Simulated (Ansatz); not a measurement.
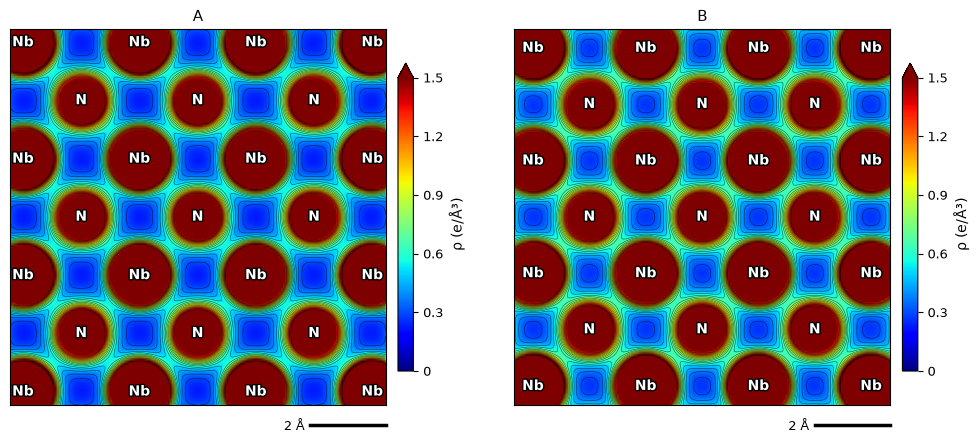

NbN. The valence pseudo-density of two cells that differ in size, on the (110) plane of each (indices in the axes of the calculation cell), at one length scale and on one colour scale: A has 10.5 Å³ an atom and B 9.5.

Method: Ansatz, DFT PBEsol, scalar-relativistic, plane waves, PAW.

What changes from the larger cell to the smaller?

From the larger cell to the smaller, Nb–N goes from 2.19 to 2.12 Å, and the density at its midpoint from 0.56 to 0.65 e/Å³; the pressure goes from 0.0 to 40 GPa.
